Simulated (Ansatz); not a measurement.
# Geometry relaxation of Hf15S32 (part 2 of 4)

Continued. System: Hf15S32 (defect cell, 47 atoms in the cell). Method: DFT PBE+D3(BJ), scalar-relativistic, plane waves, PAW (Ansatz 0.2.0); cutoff 420 eV, 2×2×2 k-mesh, Gaussian smearing of 0.01 eV, collinear spins. The structure derives from a Materials Project entry. The run did not end well. It belongs to a series of runs on one base structure; here: Hf vacancy (site a), charge +0, atoms relaxed at the host's cell. The run did not end well; see the last part.

### Log, continued
```
SCF iter   1: F=—  HF=-264767.705804 eV  |F-HF|=—  |Δ(HF+E_count)|=         —  Δρ=4.00e-4 (↑3.85e-4 ↓4.00e-4)  dr2=1.34e-2  dr2_m=3.33e-5  M=2.000 μB ∫|m|=2.215 μB  β_m=0.65  ethr=3.33e-5  ⟨swp⟩=3.0  Hψ=4160  notcnv=0  defer=426
preconditioner: auto → Resta (q_TF=auto, 2.477 Å⁻¹)  ε∞=5.7  [insulator: Δε(μ)=0.069 eV  Ē_g=11.474 eV  σ=0.010 eV  W_gap=1.00  n_scr=280 (ndim 8)  ℏωp=24.8 eV  f_vac=0.042  D(μ)=0.00/eV (n_scr^D=0)  ε∞_Penn≈5.7]
spin=Collinear: Resta preconditioning applied to the charge; magnetization (m = ρ↑ − ρ↓) channel mixes plain (no charge-response kernel on spin).
SCF iter   2: F=—  HF=-264767.705070 eV  |F-HF|=—  |Δ(HF+E_count)|=   7.35e-4  Δρ=1.64e-4 (↑1.51e-4 ↓1.64e-4)  dr2=7.19e-4  dr2_m=1.50e-5  M=2.000 μB ∫|m|=2.218 μB  β_m=0.54  ethr=2.30e-6  ⟨swp⟩=2.0  Hψ=3323  notcnv=0  defer=426
SCF iter   3: F=—  HF=-264767.705026 eV  |F-HF|=—  |Δ(HF+E_count)|=   4.35e-5  Δρ=8.89e-5 (↑8.06e-5 ↓8.89e-5)  dr2=2.23e-4  dr2_m=5.00e-6  M=2.000 μB ∫|m|=2.219 μB  β_m=0.64  ethr=1.24e-7  ⟨swp⟩=2.0  Hψ=4558  notcnv=0  defer=426
SCF iter   4: F=—  HF=-264767.705041 eV  |F-HF|=—  |Δ(HF+E_count)|=   1.53e-5  Δρ=3.43e-5 (↑3.13e-5 ↓3.43e-5)  dr2=4.51e-5  dr2_m=8.18e-7  M=2.000 μB ∫|m|=2.220 μB  β_m=0.61  ethr=3.84e-8  ⟨swp⟩=2.0  Hψ=5080  notcnv=0  defer=426
SCF iter   5: F=-264767.705035 eV  HF=-264767.705034 eV  |F-HF|=1.05e-6  |Δ(HF+E_count)|=   7.42e-6  Δρ=9.20e-6 (↑9.20e-6 ↓9.18e-6)  dr2=3.19e-6  dr2_m=2.51e-8  M=2.000 μB ∫|m|=2.220 μB  ethr=1.29e-9  ⟨swp⟩=13.6  Hψ=24560  notcnv=0
SCF 5 converged in 5 iterations: F = -264767.705035 eV  dr2 = 3.19e-6
relax step   5: F+E_penalty+E_count = -264767.70503498 eV  Δ(F+E_penalty+E_count) = -1.229e-2 eV  max|allowed force component| = 4.936e-2 eV/Å  Δτ_max = 0.0228 Å  (5 SCF iters, dr2 threshold 7.52e-6 eV, accepted)
SCF iter   1: F=—  HF=-264767.705608 eV  |F-HF|=—  |Δ(HF+E_count)|=         —  Δρ=2.59e-4 (↑2.31e-4 ↓2.59e-4)  dr2=2.34e-3  dr2_m=3.88e-5  M=2.000 μB ∫|m|=2.216 μB  β_m=0.65  ethr=3.84e-6  ⟨swp⟩=3.0  Hψ=4597  notcnv=0  defer=429
preconditioner: auto → Resta (q_TF=auto, 2.477 Å⁻¹)  ε∞=5.7  [insulator: Δε(μ)=0.068 eV  Ē_g=11.474 eV  σ=0.010 eV  W_gap=1.00  n_scr=280 (ndim 8)  ℏωp=24.8 eV  f_vac=0.043  D(μ)=0.00/eV (n_scr^D=0)  ε∞_Penn≈5.7]
spin=Collinear: Resta preconditioning applied to the charge; magnetization (m = ρ↑ − ρ↓) channel mixes plain (no charge-response kernel on spin).
SCF iter   2: F=—  HF=-264767.706494 eV  |F-HF|=—  |Δ(HF+E_count)|=   8.85e-4  Δρ=9.88e-5 (↑8.41e-5 ↓9.88e-5)  dr2=1.94e-4  dr2_m=8.93e-6  M=2.000 μB ∫|m|=2.215 μB  β_m=0.57  ethr=4.02e-7  ⟨swp⟩=2.0  Hψ=3839  notcnv=0  defer=429
SCF iter   3: F=—  HF=-264767.706486 eV  |F-HF|=—  |Δ(HF+E_count)|=   7.14e-6  Δρ=3.82e-5 (↑3.17e-5 ↓3.82e-5)  dr2=2.95e-5  dr2_m=1.79e-6  M=2.000 μB ∫|m|=2.215 μB  β_m=0.71  ethr=3.34e-8  ⟨swp⟩=2.0  Hψ=4455  notcnv=0  defer=429
SCF iter   4: F=—  HF=-264767.706495 eV  |F-HF|=—  |Δ(HF+E_count)|=   8.44e-6  Δρ=1.12e-5 (↑9.10e-6 ↓1.12e-5)  dr2=4.56e-6  dr2_m=1.47e-7  M=2.000 μB ∫|m|=2.216 μB  β_m=0.66  ethr=5.07e-9  ⟨swp⟩=2.0  Hψ=5136  notcnv=0  defer=429
SCF iter   5: F=—  HF=-264767.706495 eV  |F-HF|=—  |Δ(HF+E_count)|=   1.71e-7  Δρ=5.72e-6 (↑4.29e-6 ↓5.72e-6)  dr2=1.34e-6  dr2_m=4.23e-8  M=2.000 μB ∫|m|=2.216 μB  β_m=0.69  ethr=7.83e-10  ⟨swp⟩=3.0  Hψ=5144  notcnv=0  defer=429
SCF iter   6: F=—  HF=-264767.706495 eV  |F-HF|=—  |Δ(HF+E_count)|=   3.09e-7  Δρ=2.00e-6 (↑1.67e-6 ↓2.00e-6)  dr2=1.86e-7  dr2_m=4.27e-9  M=2.000 μB ∫|m|=2.216 μB  β_m=0.79  ethr=2.30e-10  ⟨swp⟩=2.0  Hψ=5136  notcnv=0  defer=429
SCF iter   7: F=—  HF=-264767.706495 eV  |F-HF|=—  |Δ(HF+E_count)|=   1.53e-7  Δρ=8.06e-7 (↑6.36e-7 ↓8.06e-7)  dr2=4.40e-8  dr2_m=4.75e-10  M=2.000 μB ∫|m|=2.216 μB  β_m=0.89  ethr=3.19e-11  ⟨swp⟩=2.0  Hψ=4068  notcnv=0  defer=429
SCF iter   8: F=-264767.706495 eV  HF=-264767.706495 eV  |F-HF|=2.27e-9  |Δ(HF+E_count)|=   3.66e-8  Δρ=3.27e-7 (↑2.92e-7 ↓3.27e-7)  dr2=8.63e-9  dr2_m=3.46e-11  M=2.000 μB ∫|m|=2.216 μB  ethr=7.56e-12  ⟨swp⟩=10.2  Hψ=19323  notcnv=0
SCF 6 converged in 8 iterations: F = -264767.706495 eV  dr2 = 8.63e-9
relax step   6: F+E_penalty+E_count = -264767.70649515 eV  Δ(F+E_penalty+E_count) = -1.460e-3 eV  max|allowed force component| = 8.076e-3 eV/Å  Δτ_max = 0.0128 Å  (8 SCF iters, accepted)
```

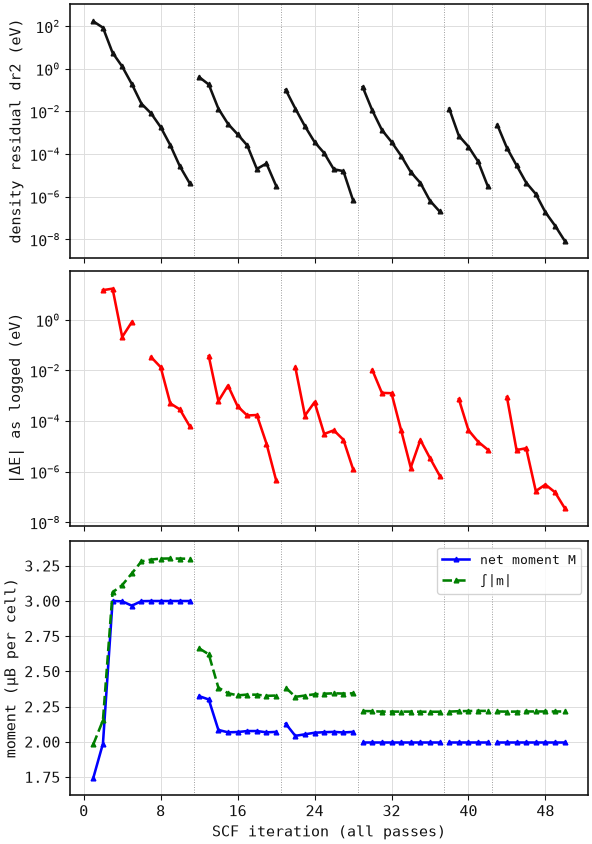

*Convergence of the self-consistent field: density residual dr2, size of the energy change and magnetic moment against the SCF iteration. The dotted lines part the SCF passes of the relaxation: geometry steps, rejected trials and re-solves on a re-selected basis.*

The 6 passes take 5 to 11 iterations each, 50 in all. The net moment goes from 1.7 to 2.0 μB per cell, with excursions between 1.7 and 3.0 on the way.

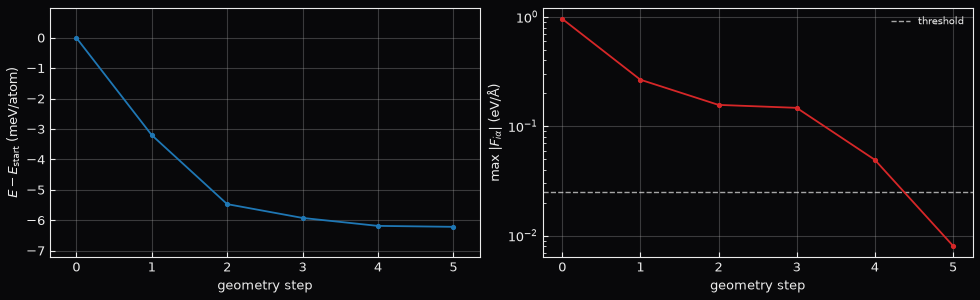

*Progress of the relaxation, step by step (the first geometry is step 0 here and step 1 in the log).*

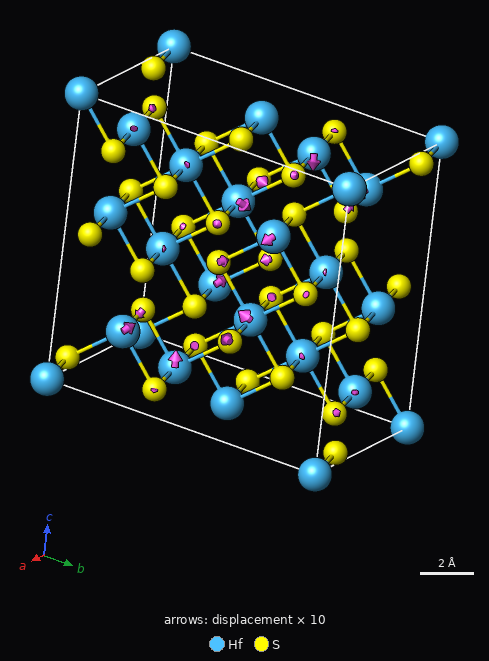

*The starting structure with the displacements as pink arrows, magnified 10 times (ball-and-stick view of the cell of the calculation, seen slightly off an axis).*

The run was cut off at its time limit before the relaxation converged, so the last structure is only a point on the way. The largest moves, 0.071 Å, are those of Hf4, Hf7, Hf8 and Hf13. By element the largest moves are Hf 0.071 Å, S 0.061 Å. The lattice vectors keep their values. Among the contacts that change: Hf13–S27 2.541 → 2.468 Å, Hf13–S46 2.541 → 2.607 Å, Hf13–S19 2.541 → 2.594 Å, Hf14–S19 2.541 → 2.524 Å. Among the angles that change: S17–Hf6–S45 89.6° → 93.4°, S28–Hf7–S34 180.0° → 176.2°, S17–Hf6–S47 180.0° → 177.0°. After 5 geometry steps the energy has fallen by 6.2 meV per atom. Largest force component: 0.96 eV/Å at the start, 0.0081 eV/Å at the end. (Atoms are counted from 1 in the order of the input.)
